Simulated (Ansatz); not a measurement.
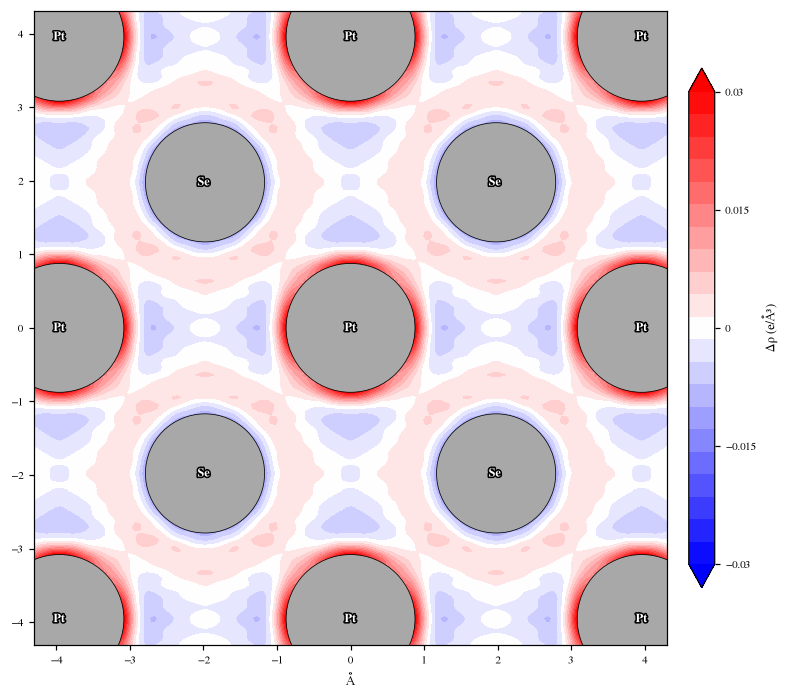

PtSe. Difference of the valence pseudo-densities of two functionals at the same geometry, on the (101) plane of the calculation cell: one of HF and r2SCAN0 less the other.

Space group Fm-3m; a generated structure, not necessarily the stable one; built by placing these elements on a known structure type.

Both computed with Ansatz (plane waves, PAW), on the same k-point mesh. Grey discs cover the atomic cores.

### Which was subtracted from which, and what does the map show?

It is HF less r2SCAN0. Against r2SCAN0, HF gives more density around Pt (+0.006 e/Å³ on average at 1.0 Å from the nucleus).
